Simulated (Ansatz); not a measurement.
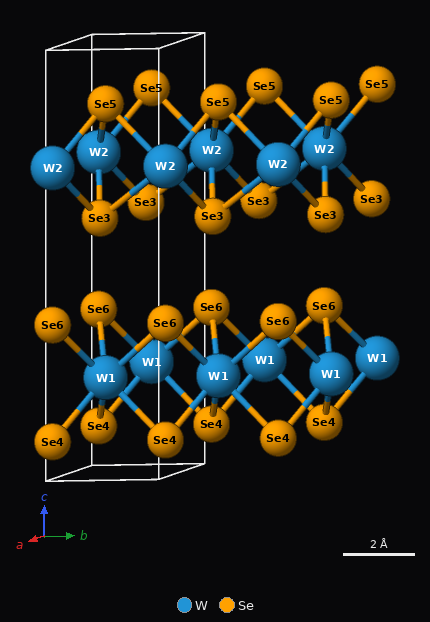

Fig. 1: The structure as given in the input (ball-and-stick view of the cell of the calculation, repeated 2 × 3 × 1, seen slightly off an axis; atoms are numbered from 1 in the order of the input). An atom can appear more than once, as a periodic image.

**WSe$_{2}$: a changed input and its effect**

System: WSe$_{2}$ (P1, 6 atoms in the cell).
Method of run 1: DFT PBEsol+D3(BJ), scalar-relativistic, plane waves, PAW, no spin polarisation (Ansatz 0.2.0).

The structure derives from an entry of the Crystallography Open Database. Text and figures count atoms from 1; the logs count them from 0 in places.

## The input, run 1
```yaml
crystal:
  lattice:
    - [3.2304557819, 0.0, 0.0]
    - [-1.6152278909, 2.7976567729, 0.0]
    - [0.0, 0.0, 12.4145017028]
  atoms:
    - { symbol: W, position: [0.3333333333, 0.6666666667, 0.25] }
    - { symbol: W, position: [0.6666666667, 0.3333333333, 0.75] }
    - { symbol: Se, position: [0.1779652317, 0.5529293224, 0.6145805872] }
    - { symbol: Se, position: [0.6666666667, 0.3333333333, 0.1145805872] }
    - { symbol: Se, position: [0.3333333333, 0.6666666667, 0.8854194128] }
    - { symbol: Se, position: [0.6666666667, 0.3333333333, 0.3854194128] }
basis:
  ecutwfc: 420
kpoints:
  mp_grid: { grid: [12, 12, 4] }
hamiltonian:
  xc: pbesol
  dispersion: d3bj
scf:
  occupations: { method: gaussian, width: 0.05 }
output:
  forces: true
  stress: true
  eigenvalues: true
```

Launched with:
```bash
ansatz run input.yaml --threads 1 --pin off --max-ram 2560MiB --backend cpu --events-out ev --progress --plain --runs-dir out
```

Hardware: 1 thread of Intel Xeon (Sapphire Rapids), 32 GiB of memory available, shared host.

## Output, shortened to warnings, some set-up lines, iterations and results (run 1)
```
Basis set: ecut = 420 eV, 2249 PW (Γ), exchange–correlation on 48×48×180 points (8 copies of the dense FFT grid, shifted against one another)
Symmetry: 1 space group operations
k-points: 292 of 576 (time reversal used)
Initial density: superposition of atomic densities (neutral atoms: chi_scale 0, normalization atom), corrected by the library's trained network
[...]
SCF iter   1: F=—  HF=-42215.217896 eV  |F-HF|=—  |Δ(HF+E_count)|=         —  Δρ=5.27e-3  dr2=3.68e-2  ethr=1.77e-3  ⟨swp⟩=6.2  Hψ=57805  notcnv=0  defer=20
SCF iter   2: F=—  HF=-42215.218376 eV  |F-HF|=—  |Δ(HF+E_count)|=   4.80e-4  Δρ=3.06e-3  dr2=6.58e-3  ethr=4.00e-5  ⟨swp⟩=2.2  Hψ=23568  notcnv=0  defer=325
SCF iter   3: F=—  HF=-42215.219459 eV  |F-HF|=—  |Δ(HF+E_count)|=   1.08e-3  Δρ=1.23e-3  dr2=2.22e-3  ethr=7.15e-6  ⟨swp⟩=2.0  Hψ=18613  notcnv=0  defer=83
SCF iter   4: F=—  HF=-42215.219541 eV  |F-HF|=—  |Δ(HF+E_count)|=   8.13e-5  Δρ=2.26e-4  dr2=1.10e-4  ethr=2.41e-6  ⟨swp⟩=2.0  Hψ=18215  notcnv=0  defer=83
SCF iter   5: F=—  HF=-42215.219534 eV  |F-HF|=—  |Δ(HF+E_count)|=   6.29e-6  Δρ=1.16e-4  dr2=1.68e-5  ethr=1.19e-7  ⟨swp⟩=2.0  Hψ=27052  notcnv=0  defer=83
SCF iter   6: F=—  HF=-42215.219542 eV  |F-HF|=—  |Δ(HF+E_count)|=   7.92e-6  Δρ=4.03e-5  dr2=3.51e-6  ethr=1.83e-8  ⟨swp⟩=2.0  Hψ=27057  notcnv=0  defer=87
SCF iter   7: F=—  HF=-42215.219542 eV  |F-HF|=—  |Δ(HF+E_count)|=   2.55e-7  Δρ=1.67e-5  dr2=5.85e-7  ethr=3.81e-9  ⟨swp⟩=2.0  Hψ=26984  notcnv=0  defer=91
SCF iter   8: F=-42215.219542 eV  HF=-42215.219542 eV  |F-HF|=1.73e-9  |Δ(HF+E_count)|=   6.50e-8  Δρ=4.79e-6  dr2=3.52e-8  ethr=1.09e-10  ⟨swp⟩=8.1  Hψ=62175  notcnv=0
SCF 1 converged in 8 iterations: F = -42215.219542 eV  dr2 = 3.52e-8
SCF converged after 8 iterations
Free energy (F): -42215.219542 eV
Harris-Foulkes:  -42215.219542 eV  (|F-HF|=1.73e-9)
Internal energy: -42215.219542 eV  (E = F + TS)
E sigma→0 (E₀):  -42215.219542 eV
Fermi energy:    14.752363 eV
--- Per-component energies (eV) ---
  E_band       = -1565.891105
  E_kinetic    = 1387.436776
  E_local      = -10527.624560  (includes V_loc(G=0)·N_el)
  E_nonlocal   = -2361.453731
  E_hartree    = 5098.764244
  E_xc         = -949.265761
  E_vxc        = -876.877609  (∫ρ·V_xc dr)
  E_paw        = -24344.700322  (= ΣΔE_a)
  E_vpaw       = 615.097113  (= ΣTr[D̂ρ^β])
  E_aug_tail   = -0.002555  (compensation charges beyond the density's cutoff)
  E_ewald      = -10519.990559
  E_disp       = -2.860460  (pairwise vdW)
  E_core_change = 4.477386  (= ΣΔE_core)
  E_smearing   = -0.000000  (= −TS)
  E_closure    = -0.000000  (closes the sum)
  Σ components = -42215.219542   (vs F -42215.219542, Δ=0.00e0)
--- Forces (eV/Å), atoms counted from 1 ---
  atom   1  W     -0.04440725    -0.03426982     0.01572570
  atom   2  W     -3.85780360    -2.82849762     2.74261590
  atom   3  Se     4.07481936     2.81874484    -2.80904041
  atom   4  Se     0.01589345     0.01143223    -0.00527648
  atom   5  Se    -0.12675487     0.07870228     0.08634306
  atom   6  Se    -0.06175108    -0.04611326    -0.03033631
  max |Σ_I F_I| component: 3.15e-5 eV/Å
--- Stress (GPa, compression-positive) ---
        3.626778       1.716093      -9.325870
        1.716093      -0.363948      -5.984630
       -9.325871      -5.984631       7.053348
  P = ⅓ Tr σ = 3.4387 GPa (34.387 kbar)
```

The input of run 2 differs as follows (lines with − go, lines with + come):
```diff
-    - { symbol: Se, position: [0.1779652317, 0.5529293224, 0.6145805872] }
+    - { symbol: Se, position: [0.2815439661, 0.6287542186, 0.6145805872] }
+  write_density: true
+  write_potential: true
+  elf: true
+  volumetric_format: npy
```

What does this change do to the results?

With the same functional and potentials, run 2 lies 158.9 meV per atom lower. The pressure goes from 3.44 to 0.34 GPa. The largest force goes from 5.696 to 1.540 eV/Å. The number of SCF iterations is the same.

## Output, shortened to warnings, some set-up lines, iterations and results (run 2)
```
Basis set: ecut = 420 eV, 2249 PW (Γ), exchange–correlation on 48×48×180 points (8 copies of the dense FFT grid, shifted against one another)
Symmetry: 1 space group operations
k-points: 292 of 576 (time reversal used)
Initial density: superposition of atomic densities (neutral atoms: chi_scale 0, normalization atom), corrected by the library's trained network
[...]
SCF iter   1: F=—  HF=-42216.166685 eV  |F-HF|=—  |Δ(HF+E_count)|=         —  Δρ=4.91e-3  dr2=1.16e-2  ethr=1.77e-3  ⟨swp⟩=6.2  Hψ=57797  notcnv=0  defer=12
SCF iter   2: F=—  HF=-42216.170432 eV  |F-HF|=—  |Δ(HF+E_count)|=   3.75e-3  Δρ=2.82e-3  dr2=3.79e-3  ethr=1.26e-5  ⟨swp⟩=3.0  Hψ=33364  notcnv=0  defer=61
SCF iter   3: F=—  HF=-42216.172656 eV  |F-HF|=—  |Δ(HF+E_count)|=   2.22e-3  Δρ=7.19e-4  dr2=5.29e-4  ethr=4.12e-6  ⟨swp⟩=2.0  Hψ=19654  notcnv=0  defer=61
SCF iter   4: F=—  HF=-42216.172721 eV  |F-HF|=—  |Δ(HF+E_count)|=   6.49e-5  Δρ=1.71e-4  dr2=9.10e-5  ethr=5.74e-7  ⟨swp⟩=2.0  Hψ=25664  notcnv=0  defer=61
SCF iter   5: F=—  HF=-42216.172725 eV  |F-HF|=—  |Δ(HF+E_count)|=   3.88e-6  Δρ=1.04e-4  dr2=1.08e-5  ethr=9.89e-8  ⟨swp⟩=2.0  Hψ=18408  notcnv=0  defer=61
SCF iter   6: F=—  HF=-42216.172731 eV  |F-HF|=—  |Δ(HF+E_count)|=   5.79e-6  Δρ=1.88e-5  dr2=7.43e-7  ethr=1.17e-8  ⟨swp⟩=2.0  Hψ=20862  notcnv=0  defer=61
SCF iter   7: F=—  HF=-42216.172731 eV  |F-HF|=—  |Δ(HF+E_count)|=   1.11e-7  Δρ=1.08e-5  dr2=3.64e-7  ethr=8.07e-10  ⟨swp⟩=2.0  Hψ=27920  notcnv=0  defer=61
SCF iter   8: F=-42216.172731 eV  HF=-42216.172731 eV  |F-HF|=1.29e-8  |Δ(HF+E_count)|=   6.82e-9  Δρ=3.72e-6  dr2=3.29e-8  ethr=1.09e-10  ⟨swp⟩=11.3  Hψ=105597  notcnv=0
SCF 1 converged in 8 iterations: F = -42216.172731 eV  dr2 = 3.29e-8
SCF converged after 8 iterations
Free energy (F): -42216.172731 eV
Harris-Foulkes:  -42216.172731 eV  (|F-HF|=1.29e-8)
Internal energy: -42216.172731 eV  (E = F + TS)
E sigma→0 (E₀):  -42216.172731 eV
Fermi energy:    14.735387 eV
--- Per-component energies (eV) ---
  E_band       = -1565.014904
  E_kinetic    = 1385.319587
  E_local      = -10496.365693  (includes V_loc(G=0)·N_el)
  E_nonlocal   = -2361.851497
  E_hartree    = 5084.594826
  E_xc         = -948.769602
  E_vxc        = -876.267472  (∫ρ·V_xc dr)
  E_paw        = -24344.657115  (= ΣΔE_a)
  E_vpaw       = 614.961952  (= ΣTr[D̂ρ^β])
  E_aug_tail   = -0.002555  (compensation charges beyond the density's cutoff)
  E_ewald      = -10536.057155
  E_disp       = -2.860912  (pairwise vdW)
  E_core_change = 4.477386  (= ΣΔE_core)
  E_smearing   = -0.000000  (= −TS)
  E_closure    = -0.000000  (closes the sum)
  Σ components = -42216.172731   (vs F -42216.172731, Δ=0.00e0)
--- Forces (eV/Å), atoms counted from 1 ---
  atom   1  W     -0.01270874    -0.01143138     0.00175931
  atom   2  W     -1.12782990    -1.01353732     0.26690034
  atom   3  Se     1.13905495     0.99887999    -0.27578963
  atom   4  Se     0.00484180     0.00435759    -0.00045216
  atom   5  Se     0.01322543     0.03666303     0.01054293
  atom   6  Se    -0.01658513    -0.01493288    -0.00295196
  max |Σ_I F_I| component: 8.82e-6 eV/Å
--- Stress (GPa, compression-positive) ---
        0.805576       0.616406      -2.489123
        0.616406      -0.452002      -2.115224
       -2.489124      -2.115224       0.669494
  P = ⅓ Tr σ = 0.3410 GPa (3.410 kbar)
```

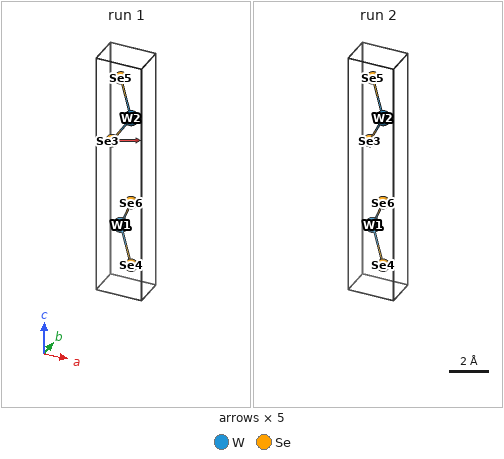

Fig. 2: The two input geometries at one scale (ball-and-stick view of the cell of the calculation, seen slightly off an axis). The red arrows on the first give the shifts of the atoms relative to the cell, magnified 5 times. The atom that moves furthest is Se3 (0.30 Å). W stays in place. The cell stays as it was. Among the contacts that change: W2–Se3 2.210 → 2.406 Å.

## The two runs side by side

```csv
quantity,run 1,run 2
outcome,converged,converged
free energy per atom (eV),−7035.8699,−7036.0288
gap on the mesh (eV),0.67,0.68
pressure (GPa),3.44,0.34
largest force (eV/Å),5.696,1.540
SCF iterations,8,8
irreducible k-points,292,292
plane waves at Γ,2249,2249
wall time (shared host),1.7 min,2.2 min
```

For both runs: Spin–orbit coupling is left out, which matters for W.
